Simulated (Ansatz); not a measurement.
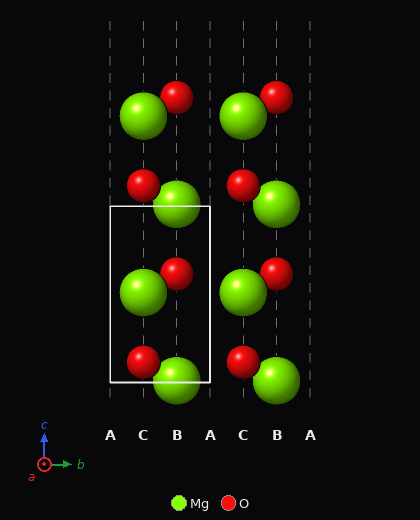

Projection along an edge of the hexagonal mesh, stacking direction c upwards. The dashed lines mark the three columns A (0, 0), B (1/3, 2/3) and C (2/3, 1/3). The sequence starts with the first layer at or above the cell's origin.

MgO. Coordinates: the input geometry of an electronic-structure calculation (not necessarily at equilibrium); the starting structure was generated, so it need not be a known form of this composition.

Q: Read off the stacking sequence over one period.

A: Mg(B) – O(C) – Mg(C) – O(B) (four layers in 5.03 Å).

Q: How are the O layers alone stacked?

A: O layers alone: CB, the hexagonal close-packed type.

Q: Which positions between or in the O layers do the other atoms fill?

A: Mg: two tetrahedral sites, counted in one hexagonal cell.

Q: What short polytype symbol fits?

A: Polytype symbol 2H, the symbol of a tetrahedral polytype (number of double layers in the repeat and lattice).

Heights of the layers:

```tsv
layer	atoms (column)	height (Å)	to next (Å)
1	Mg(B)	0.05	0.53
2	O(C)	0.58	1.99
3	Mg(C)	2.57	0.53
4	O(B)	3.10	1.99
```
